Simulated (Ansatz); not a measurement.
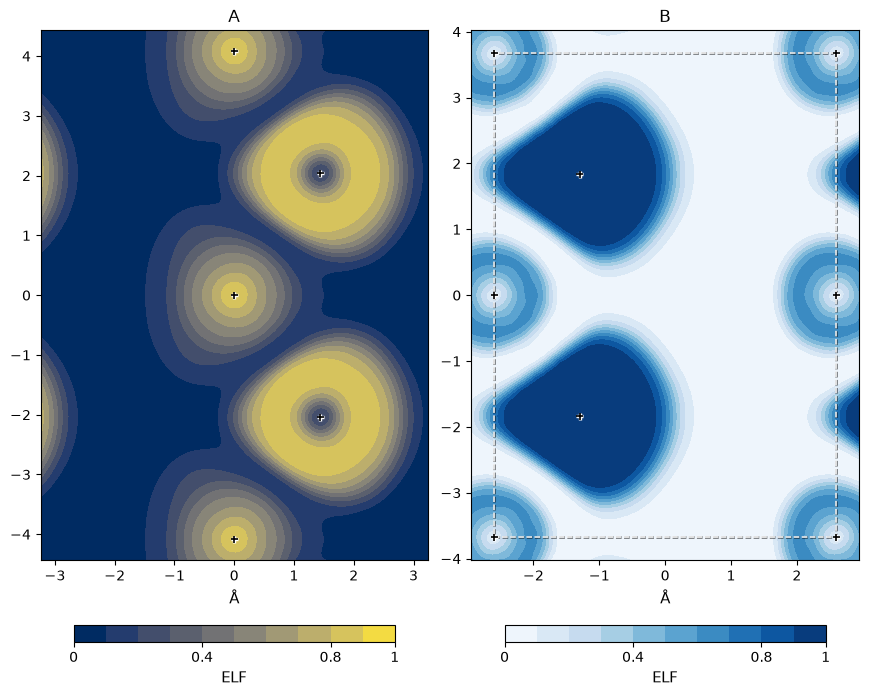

The ELF of 2 systems, each on a plane through atoms (crosses mark nuclei in the plane).

Theory: DFT, LDA, plane waves, PAW in Ansatz.

System 1: AgCl, the (011) plane of the conventional cell. Space group F-43m; started from the zincblende prototype, which need not be the ambient phase.

```
Ag Cl
1.0
     5.77474    0.00000    0.00000
     0.00000    0.00000   -5.77474
     0.00000    5.77474    0.00000
Ag Cl
4 4
Direct
  0.50000 0.50000 0.00000
  0.00000 0.50000 0.50000
  0.00000 0.00000 0.00000
  0.50000 0.00000 0.50000
  0.25000 0.75000 0.25000
  0.75000 0.75000 0.75000
  0.75000 0.25000 0.25000
  0.25000 0.25000 0.75000
```

System 2: NaH, the (011) plane of the conventional cell. Space group F-43m; started from the zincblende prototype, which need not be the ambient phase.

### Which map belongs to which system?

Panel A is system 1, AgCl: the plane holds Ag and Cl. Ag–Cl (2.50 Å): the ELF peaks at about 0.85 in the valence shell of Cl, 0.7 Å from its nucleus, and drops to about 0.15 between the two atoms; no shared electron pair shows on this line. Panel B is system 2, NaH: the plane holds Na and H. Na–H (2.25 Å): the ELF climbs to about 1 towards the hydrogen; a hydride-like H with a filled shell, bound largely ionically.
